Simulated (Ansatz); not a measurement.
# Cd: geometry relaxation (part 1 of 2)

- system: Cd (P6₃/mmc, 2 atoms in the cell)
- method: DFT r2SCAN, scalar-relativistic, plane waves, PAW, no spin polarisation (Ansatz 0.2.0)

The structure derives from an entry of the Crystallography Open Database. It belongs to a series of runs on one base structure; here: biaxial strain in the a-b plane, c and atoms relaxed: +4.0 %. Figures and captions count atoms from 1; the log counts them from 0 in places.

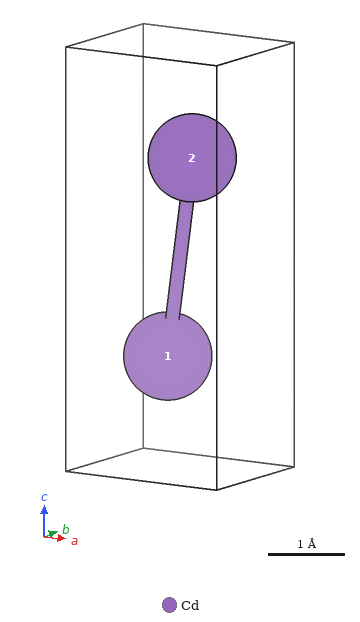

Figure 1. The input geometry (ball-and-stick view of the cell of the calculation, seen slightly off an axis; atoms are numbered from 1 in the order of the input). An atom can appear more than once, as a periodic image.

### The input
```yaml
crystal:
  lattice:
    - [3.080255374, 0.0, 0.0]
    - [-1.540127687, 2.6675794041, 0.0]
    - [0.0, 0.0, 5.6578966137]
  atoms:
    - { symbol: Cd, position: [0.3333333333, 0.6666666667, 0.25] }
    - { symbol: Cd, position: [0.6666666667, 0.3333333333, 0.75] }
basis:
  ecutwfc: 500
kpoints:
  mp_grid: { grid: [24, 24, 10] }
hamiltonian:
  xc: r2scan
scf:
  occupations: { method: gaussian, width: 0.1 }
output:
  forces: true
  stress: true
  eigenvalues: true
  write_density: true
  write_potential: true
  elf: true
  volumetric_format: npy
relax:
  adjacent_minimum: "off"
  f_tol: 0.008
  max_steps: 40
  cell: { stress_tol: 0.015, fix: [a, b, gamma] }
```

Machine: 1 thread of Arm Neoverse V2, 24 GiB of memory available, shared host.

Command:
```bash
ansatz run input.yaml --threads 1 --pin off --max-ram 2560MiB --backend cpu --events-out ev --progress --plain --runs-dir out
```

### Output
```
Engine: ansatz 0.2.0, aarch64-unknown-linux-gnu
Pseudopotentials: kind: paw
Pseudopotential: Cd, paw, valence charge 20, recommended cutoff 500 eV (meta_gga), Cd.paw.azcp
Functional definition: r2SCAN
  parameter k0 = 0.174
  parameter k1 = 0.065
  parameter a1 = 4.9479
  exchange = r2scan_x(k0 = k0, k1 = k1, a1 = a1)
  correlation = r2scan_c
Crystal: 2 atoms, lattice volume = 46.490 Å³
Basis set: ecut = 500 eV, 1185 PW (Γ), exchange–correlation on 96×96×180 points (64 copies of the dense FFT grid, shifted against one another)
Bands: 24, of which v1, the nominal top of the filled ones, is band 20 counted from 1 (19 counted from 0)
Symmetry: 24 space group operations
Space group: P63/mmc (ITA 194), of the structure as read, at distance tolerance 3.6e-5 Å
k-points: 366 of 5760
Non-local potential: Cd, projectors of the file, l = 0: 3, l = 1: 2, l = 2: 2, l = 3: 1
PAW form: soft (Blöchl's): semilocal exchange-correlation on the pseudo side does not see the compensation charge
PAW frozen core: Cd, regenerated for the run's functional (the file was generated under x = pbe(κ = 0.804, μ = 0.2195149727645171), c = pbe(β = 0.06672455060314922))
PAW one-centre angular grid: Cd, 590 points (default); XC on 160 Gauss nodes
Initial density: superposition of atomic densities (neutral atoms: chi_scale 0, normalization atom), corrected by the library's trained network
Initial wavefunctions: pseudopotential atomic-orbital guess
Functional: x = r2scan, c = r2scan; τ floored in thin density (d = 2e-4 eV/Å³)
SCF iter   1: F=—  HF=-16536.307905 eV  |F-HF|=—  |Δ(HF+E_count)|=         —  Δρ=6.02e-3  dr2=8.55e-3  dr2_τ=1.24e-2  ethr=1.77e-3  ⟨swp⟩=5.4  Hψ=33332  notcnv=0
preconditioner: auto → Kerker (q_TF=auto, 2.661 Å⁻¹)  [metal: Δε(μ)=0.024 eV  Ē_g=13.551 eV  σ=0.100 eV  W_gap=0.13  n_scr=22 (ndim 8)  ℏωp=26.7 eV  f_vac=0.000  D(μ)=0.56/eV (n_scr^D=2)]
SCF iter   2: F=—  HF=-16536.315090 eV  |F-HF|=—  |Δ(HF+E_count)|=   7.18e-3  Δρ=3.63e-3  dr2=3.26e-3  dr2_τ=5.11e-4  ethr=2.14e-5  ⟨swp⟩=2.2  Hψ=14096  notcnv=0  defer=1
SCF iter   3: F=—  HF=-16536.315643 eV  |F-HF|=—  |Δ(HF+E_count)|=   5.53e-4  Δρ=5.47e-4  dr2=1.67e-4  dr2_τ=5.21e-6  ethr=8.14e-6  ⟨swp⟩=2.0  Hψ=13178  notcnv=0  defer=1
SCF iter   4: F=—  HF=-16536.315762 eV  |F-HF|=—  |Δ(HF+E_count)|=   1.19e-4  Δρ=2.16e-4  dr2=3.42e-5  dr2_τ=6.39e-7  ethr=4.18e-7  ⟨swp⟩=3.0  Hψ=13235  notcnv=0  defer=1
SCF iter   5: F=—  HF=-16536.315781 eV  |F-HF|=—  |Δ(HF+E_count)|=   1.89e-5  Δρ=8.26e-5  dr2=3.95e-6  dr2_τ=5.60e-8  ethr=8.55e-8  ⟨swp⟩=2.0  Hψ=13025  notcnv=0  defer=1
SCF iter   6: F=—  HF=-16536.315785 eV  |F-HF|=—  |Δ(HF+E_count)|=   3.86e-6  Δρ=4.41e-5  dr2=7.58e-7  dr2_τ=1.39e-8  ethr=9.89e-9  ⟨swp⟩=2.0  Hψ=13152  notcnv=0  defer=1
SCF iter   7: F=-16536.315786 eV  HF=-16536.315786 eV  |F-HF|=1.63e-7  |Δ(HF+E_count)|=   1.36e-6  Δρ=1.15e-5  dr2=7.29e-8  dr2_τ=2.04e-9  ethr=2.50e-10  ⟨swp⟩=5.9  Hψ=51243  notcnv=0
SCF 1 converged in 7 iterations: F = -16536.315786 eV  dr2 = 7.29e-8
  greatest PAW one-centre occupation: 1.001 electrons in one spin orbital (limit 2), on the Cd atom at site 1 (counted from 0), in its partial waves of l = 0
relax step   1: F+E_penalty+E_count = -16536.31578634 eV  Δ(F+E_penalty+E_count) = +0.000e0 eV  max|allowed force component| = 1.989e-16 eV/Å  Δτ_max = 0.0000 Å  P = -3.278 GPa  Ω = 46.490 Å³  fix = [a, b, gamma]  reactions: a -4.176, b -4.176 GPa  (7 SCF iters, dr2 threshold 1.00e-7 eV, accepted)
Crystal: 2 atoms, lattice volume = 45.790 Å³
Basis set: ecut = 500 eV, 1161 PW (Γ), exchange–correlation on 96×96×180 points (64 copies of the dense FFT grid, shifted against one another)
Initial density: handed on by an earlier stage of this run
Initial wavefunctions: those handed on with the density
iter 1 solved again at ethr=2.15e-6 eV; its pass at ethr=3.10e-3 eV (dr2=8.62e-4 eV) is discarded
SCF iter   1: F=—  HF=-16536.293796 eV  |F-HF|=—  |Δ(HF+E_count)|=         —  Δρ=1.29e-3  dr2=8.64e-4  dr2_τ=1.97e-2  ethr=2.15e-6  ⟨swp⟩=1.2  Hψ=43174  notcnv=0
preconditioner: auto → Kerker (q_TF=auto, 2.668 Å⁻¹)  [metal: Δε(μ)=0.034 eV  Ē_g=13.551 eV  σ=0.100 eV  W_gap=0.19  n_scr=22 (ndim 8)  ℏωp=26.9 eV  f_vac=0.000  D(μ)=0.57/eV (n_scr^D=2)]
SCF iter   2: F=—  HF=-16536.321721 eV  |F-HF|=—  |Δ(HF+E_count)|=   2.79e-2  Δρ=3.74e-4  dr2=3.59e-5  dr2_τ=4.72e-6  ethr=2.15e-6  ⟨swp⟩=2.1  Hψ=16761  notcnv=0
SCF iter   3: F=—  HF=-16536.321761 eV  |F-HF|=—  |Δ(HF+E_count)|=   4.04e-5  Δρ=2.28e-4  dr2=1.78e-5  dr2_τ=1.26e-6  ethr=8.97e-8  ⟨swp⟩=2.5  Hψ=14302  notcnv=0
SCF iter   4: F=—  HF=-16536.321794 eV  |F-HF|=—  |Δ(HF+E_count)|=   3.30e-5  Δρ=8.03e-5  dr2=4.28e-6  dr2_τ=3.29e-8  ethr=4.46e-8  ⟨swp⟩=2.3  Hψ=15426  notcnv=0
SCF iter   5: F=—  HF=-16536.321797 eV  |F-HF|=—  |Δ(HF+E_count)|=   2.66e-6  Δρ=5.39e-5  dr2=1.49e-6  dr2_τ=1.94e-8  ethr=1.07e-8  ⟨swp⟩=2.0  Hψ=12914  notcnv=0
SCF iter   6: F=—  HF=-16536.321797 eV  |F-HF|=—  |Δ(HF+E_count)|=   7.51e-8  Δρ=3.23e-5  dr2=5.01e-7  dr2_τ=5.96e-9  ethr=3.71e-9  ⟨swp⟩=1.2  Hψ=9045  notcnv=0
SCF iter   7: F=-16536.321797 eV  HF=-16536.321797 eV  |F-HF|=8.99e-9  |Δ(HF+E_count)|=   7.71e-8  Δρ=7.15e-6  dr2=2.52e-8  dr2_τ=1.83e-10  ethr=5.00e-10  ⟨swp⟩=8.9  Hψ=55899  notcnv=0
SCF 2 converged in 7 iterations: F = -16536.321797 eV  dr2 = 2.52e-8
relax step   2: F+E_penalty+E_count = -16536.32179694 eV  Δ(F+E_penalty+E_count) = -6.011e-3 eV  max|allowed force component| = 1.989e-16 eV/Å  Δτ_max = 0.0000 Å  P = -2.783 GPa  Ω = 45.790 Å³  energy of the carried Pulay correction = +3.992e-4 eV  fix = [a, b, gamma]  reactions: a -3.628, b -3.628 GPa  (7 SCF iters, dr2 threshold 2.00e-7 eV, accepted)
Crystal: 2 atoms, lattice volume = 43.825 Å³
Basis set: ecut = 500 eV, 1135 PW (Γ), exchange–correlation on 96×96×180 points (64 copies of the dense FFT grid, shifted against one another)
iter 1 solved again at ethr=1.34e-5 eV; its pass at ethr=3.10e-3 eV (dr2=5.36e-3 eV) is discarded
SCF iter   1: F=—  HF=-16536.102397 eV  |F-HF|=—  |Δ(HF+E_count)|=         —  Δρ=3.37e-3  dr2=5.58e-3  dr2_τ=1.63e-1  ethr=1.34e-5  ⟨swp⟩=1.0  Hψ=43051  notcnv=0
preconditioner: auto → Kerker (q_TF=auto, 2.687 Å⁻¹)  [metal: Δε(μ)=0.015 eV  Ē_g=13.754 eV  σ=0.100 eV  W_gap=0.08  n_scr=22 (ndim 8)  ℏωp=27.5 eV  f_vac=0.000  D(μ)=0.66/eV (n_scr^D=2)]
SCF iter   2: F=—  HF=-16536.330038 eV  |F-HF|=—  |Δ(HF+E_count)|=   2.28e-1  Δρ=9.72e-4  dr2=3.66e-4  dr2_τ=2.48e-5  ethr=1.34e-5  ⟨swp⟩=2.1  Hψ=17648  notcnv=0
SCF iter   3: F=—  HF=-16536.330505 eV  |F-HF|=—  |Δ(HF+E_count)|=   4.67e-4  Δρ=6.83e-4  dr2=2.22e-4  dr2_τ=9.29e-6  ethr=9.14e-7  ⟨swp⟩=2.9  Hψ=15094  notcnv=0
SCF iter   4: F=—  HF=-16536.330819 eV  |F-HF|=—  |Δ(HF+E_count)|=   3.14e-4  Δρ=2.26e-4  dr2=2.95e-5  dr2_τ=4.78e-7  ethr=5.55e-7  ⟨swp⟩=2.0  Hψ=13211  notcnv=0
SCF iter   5: F=—  HF=-16536.330833 eV  |F-HF|=—  |Δ(HF+E_count)|=   1.38e-5  Δρ=1.25e-4  dr2=6.63e-6  dr2_τ=2.07e-7  ethr=7.37e-8  ⟨swp⟩=2.0  Hψ=12655  notcnv=0
SCF iter   6: F=—  HF=-16536.330835 eV  |F-HF|=—  |Δ(HF+E_count)|=   2.27e-6  Δρ=5.91e-5  dr2=1.46e-6  dr2_τ=3.92e-8  ethr=1.66e-8  ⟨swp⟩=2.8  Hψ=13314  notcnv=0
SCF iter   7: F=-16536.330836 eV  HF=-16536.330836 eV  |F-HF|=6.19e-8  |Δ(HF+E_count)|=   7.33e-7  Δρ=1.62e-5  dr2=1.09e-7  dr2_τ=2.56e-9  ethr=5.00e-10  ⟨swp⟩=5.6  Hψ=53840  notcnv=0
SCF 3 converged in 7 iterations: F = -16536.330836 eV  dr2 = 1.09e-7
relax step   3: F+E_penalty+E_count = -16536.33083597 eV  Δ(F+E_penalty+E_count) = -9.039e-3 eV  max|allowed force component| = 2.220e-16 eV/Å  Δτ_max = 0.0000 Å  P = -1.048 GPa  Ω = 43.825 Å³  energy of the carried Pulay correction = +1.558e-3 eV  fix = [a, b, gamma]  reactions: a -1.571, b -1.571 GPa  (7 SCF iters, dr2 threshold 2.00e-7 eV, accepted)
Basis set: ecut = 500 eV, 1135 PW (Γ), exchange–correlation on 96×96×160 points (64 copies of the dense FFT grid, shifted against one another)
Initial wavefunctions: pseudopotential atomic-orbital guess (no wavefunctions were taken with the density)
iter 1 solved again at ethr=7.22e-9 eV; its pass at ethr=3.10e-3 eV (dr2=2.89e-6 eV) is discarded
SCF iter   1: F=—  HF=-16536.329580 eV  |F-HF|=—  |Δ(HF+E_count)|=         —  Δρ=1.45e-4  dr2=1.14e-6  dr2_τ=1.96e-5  ethr=7.22e-9  ⟨swp⟩=3.0  Hψ=57158  notcnv=0
preconditioner: auto → Kerker (q_TF=auto, 2.687 Å⁻¹)  [metal: Δε(μ)=0.040 eV  Ē_g=13.766 eV  σ=0.100 eV  W_gap=0.22  n_scr=22 (ndim 8)  ℏωp=27.5 eV  f_vac=0.000  D(μ)=0.68/eV (n_scr^D=2)]
SCF iter   2: F=—  HF=-16536.329585 eV  |F-HF|=—  |Δ(HF+E_count)|=   4.61e-6  Δρ=7.73e-5  dr2=3.39e-7  dr2_τ=2.77e-7  ethr=2.85e-9  ⟨swp⟩=2.0  Hψ=12965  notcnv=0
SCF iter   3: F=—  HF=-16536.329586 eV  |F-HF|=—  |Δ(HF+E_count)|=   8.05e-7  Δρ=5.42e-6  dr2=1.12e-8  dr2_τ=1.34e-9  ethr=8.47e-10  ⟨swp⟩=2.1  Hψ=13637  notcnv=0
SCF iter   4: F=—  HF=-16536.329586 eV  |F-HF|=—  |Δ(HF+E_count)|=   1.24e-8  Δρ=1.95e-6  dr2=9.86e-10  dr2_τ=4.39e-10  ethr=2.80e-11  ⟨swp⟩=2.0  Hψ=13581  notcnv=0
SCF iter   5: F=—  HF=-16536.329586 eV  |F-HF|=—  |Δ(HF+E_count)|=   3.84e-9  Δρ=8.27e-7  dr2=2.42e-10  dr2_τ=2.54e-11  ethr=2.47e-12  ⟨swp⟩=2.0  Hψ=13189  notcnv=0
SCF iter   6: F=—  HF=-16536.329586 eV  |F-HF|=—  |Δ(HF+E_count)|=  4.44e-10  Δρ=2.94e-7  dr2=2.25e-11  dr2_τ=4.57e-12  ethr=1.00e-12  ⟨swp⟩=2.0  Hψ=13755  notcnv=0
SCF iter   7: F=—  HF=-16536.329586 eV  |F-HF|=—  |Δ(HF+E_count)|=  4.37e-11  Δρ=8.11e-8  dr2=3.28e-12  dr2_τ=2.10e-13  ethr=1.00e-12  ⟨swp⟩=1.0  Hψ=8784  notcnv=0
SCF iter   8: F=-16536.329586 eV  HF=-16536.329586 eV  |F-HF|=7.28e-12  |Δ(HF+E_count)|=  3.64e-12  Δρ=3.50e-8  dr2=3.37e-13  dr2_τ=6.14e-14  ethr=1.00e-12  ⟨swp⟩=4.7  Hψ=29745  notcnv=0
SCF 4 converged in 8 iterations: F = -16536.329586 eV  dr2 = 3.37e-13
relax step   4: F+E_penalty+E_count = -16536.32958578 eV  Δ(F+E_penalty+E_count) = +1.250e-3 eV  max|allowed force component| = 2.220e-16 eV/Å  Δτ_max = 0.0000 Å  P = -1.064 GPa  Ω = 43.825 Å³  fix = [a, b, gamma]  reactions: a -1.580, b -1.580 GPa  stress off target by 3.20e-2 GPa on what of the cell is left free  SCF on the basis re-selected at this cell (its energy is not comparable with the rows above)  (8 SCF iters)
basis re-selected at this cell: Δ(F+E_penalty+E_count) = +1.250e-3 eV, ΔP = -0.016 GPa vs the last step (what re-selecting the basis moved, of the pressure what is left beyond the Pulay correction that the steps carried, after the strain that the cell walked since its last selection, with what the two solves' SCF thresholds leave and, on support functions, any second-order correction that the steps lacked; it is no measure of the basis error at this ecutwfc). The dense FFT grid was sized anew with the basis: this SCF ran on 24×24×40 points, the steps before it on 24×24×45, so part of this shift can come from that change (see relax.cell in the input reference). This SCF's stress stands 3.20e-2 GPa from its target on what of the cell is left free (relax.cell.stress_tol is 1.50e-2 GPa) and its largest allowed force component is 2.22e-16 eV/Å (relax.f_tol is 8.00e-3 eV/Å): not within both, so this SCF does not close the relaxation
Crystal: 2 atoms, lattice volume = 43.767 Å³
iter 1 solved again at ethr=1.00e-8 eV; its pass at ethr=3.10e-3 eV (dr2=4.00e-6 eV) is discarded
SCF iter   1: F=—  HF=-16536.329427 eV  |F-HF|=—  |Δ(HF+E_count)|=         —  Δρ=1.29e-4  dr2=7.94e-6  dr2_τ=1.50e-4  ethr=1.00e-8  ⟨swp⟩=2.3  Hψ=41774  notcnv=0
preconditioner: auto → Kerker (q_TF=auto, 2.688 Å⁻¹)  [metal: Δε(μ)=0.029 eV  Ē_g=13.772 eV  σ=0.100 eV  W_gap=0.16  n_scr=22 (ndim 8)  ℏωp=27.5 eV  f_vac=0.000  D(μ)=0.67/eV (n_scr^D=2)]
SCF iter   2: F=—  HF=-16536.329624 eV  |F-HF|=—  |Δ(HF+E_count)|=   1.97e-4  Δρ=3.69e-5  dr2=3.19e-7  dr2_τ=4.90e-8  ethr=1.00e-8  ⟨swp⟩=2.3  Hψ=16317  notcnv=0
SCF iter   3: F=—  HF=-16536.329624 eV  |F-HF|=—  |Δ(HF+E_count)|=   3.47e-7  Δρ=2.25e-5  dr2=1.60e-7  dr2_τ=1.12e-8  ethr=7.97e-10  ⟨swp⟩=2.6  Hψ=14480  notcnv=0
SCF iter   4: F=—  HF=-16536.329625 eV  |F-HF|=—  |Δ(HF+E_count)|=   2.84e-7  Δρ=7.46e-6  dr2=3.29e-8  dr2_τ=3.76e-10  ethr=3.99e-10  ⟨swp⟩=2.6  Hψ=15030  notcnv=0
SCF iter   5: F=—  HF=-16536.329625 eV  |F-HF|=—  |Δ(HF+E_count)|=   2.55e-8  Δρ=4.56e-6  dr2=9.93e-9  dr2_τ=1.26e-10  ethr=8.23e-11  ⟨swp⟩=2.0  Hψ=13206  notcnv=0
SCF iter   6: F=—  HF=-16536.329625 eV  |F-HF|=—  |Δ(HF+E_count)|=   1.44e-9  Δρ=2.48e-6  dr2=2.79e-9  dr2_τ=2.55e-11  ethr=2.48e-11  ⟨swp⟩=2.5  Hψ=11501  notcnv=0
SCF iter   7: F=-16536.329625 eV  HF=-16536.329625 eV  |F-HF|=5.82e-11  |Δ(HF+E_count)|=  4.22e-10  Δρ=5.60e-7  dr2=1.46e-10  dr2_τ=6.50e-13  ethr=6.40e-12  ⟨swp⟩=6.0  Hψ=37513  notcnv=0
SCF 5 converged in 7 iterations: F = -16536.329625 eV  dr2 = 1.46e-10
relax step   5: F+E_penalty+E_count = -16536.32962463 eV  Δ(F+E_penalty+E_count) = -3.885e-5 eV  max|allowed force component| = 2.591e-16 eV/Å  Δτ_max = 0.0000 Å  P = -1.004 GPa  Ω = 43.767 Å³  energy of the carried Pulay correction = +3.785e-5 eV  fix = [a, b, gamma]  reactions: a -1.519, b -1.519 GPa  (7 SCF iters, dr2 threshold 2.56e-9 eV, accepted)
Crystal: 2 atoms, lattice volume = 43.791 Å³
iter 1 solved again at ethr=1.72e-9 eV; its pass at ethr=3.10e-3 eV (dr2=6.87e-7 eV) is discarded
SCF iter   1: F=—  HF=-16536.329578 eV  |F-HF|=—  |Δ(HF+E_count)|=         —  Δρ=5.33e-5  dr2=1.34e-6  dr2_τ=2.56e-5  ethr=1.72e-9  ⟨swp⟩=2.4  Hψ=41799  notcnv=0
preconditioner: auto → Kerker (q_TF=auto, 2.687 Å⁻¹)  [metal: Δε(μ)=0.033 eV  Ē_g=13.771 eV  σ=0.100 eV  W_gap=0.19  n_scr=22 (ndim 8)  ℏωp=27.5 eV  f_vac=0.000  D(μ)=0.68/eV (n_scr^D=2)]
SCF iter   2: F=—  HF=-16536.329611 eV  |F-HF|=—  |Δ(HF+E_count)|=   3.34e-5  Δρ=1.55e-5  dr2=5.51e-8  dr2_τ=8.43e-9  ethr=1.72e-9  ⟨swp⟩=2.3  Hψ=16317  notcnv=0
SCF iter   3: F=—  HF=-16536.329611 eV  |F-HF|=—  |Δ(HF+E_count)|=   5.75e-8  Δρ=9.39e-6  dr2=2.69e-8  dr2_τ=1.93e-9  ethr=1.38e-10  ⟨swp⟩=2.6  Hψ=14599  notcnv=0
SCF iter   4: F=—  HF=-16536.329611 eV  |F-HF|=—  |Δ(HF+E_count)|=   4.89e-8  Δρ=3.03e-6  dr2=5.23e-9  dr2_τ=6.00e-11  ethr=6.73e-11  ⟨swp⟩=2.2  Hψ=15298  notcnv=0
SCF iter   5: F=-16536.329611 eV  HF=-16536.329611 eV  |F-HF|=5.46e-11  |Δ(HF+E_count)|=   3.64e-9  Δρ=1.77e-6  dr2=1.50e-9  dr2_τ=2.14e-11  ethr=4.53e-12  ⟨swp⟩=6.2  Hψ=40904  notcnv=0
SCF 6 converged in 5 iterations: F = -16536.329611 eV  dr2 = 1.50e-9
```
